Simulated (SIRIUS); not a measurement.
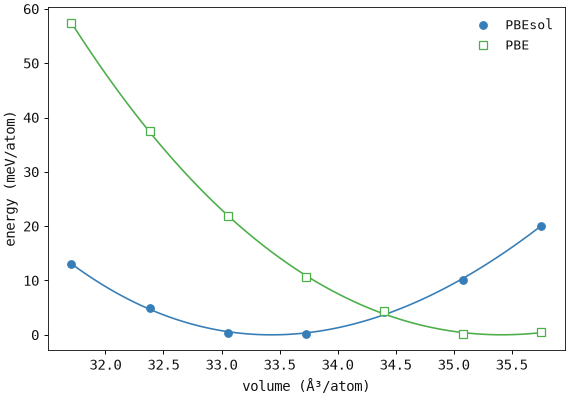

The plot gives the computed energy against volume, with one curve for each functional, for TePb (space group Fm-3m).

Computed with SIRIUS 7.12.0: all-electron LAPW DFT, no spin polarisation; energies at scaled volumes of the given cell, shape and fractions fixed, counted from the fit's minimum, third-order Birch-Murnaghan fit. All runs: no spin polarisation.

| setting | value |
| --- | --- |
| k mesh | 7×7×7 |
| occupations | Fermi–Dirac |
| smearing width | 0.05 eV |
| potentials | all electron FP LAPW |

**Order the curves by fitted equilibrium volume, smallest first.**

PBEsol 33.430, PBE 35.416 Å³/atom.

**Order the curves by fitted bulk modulus, smallest first.**

PBE 40.5, PBEsol 43.8 GPa.

Caveats: spin-orbit coupling left out, heavy elements.
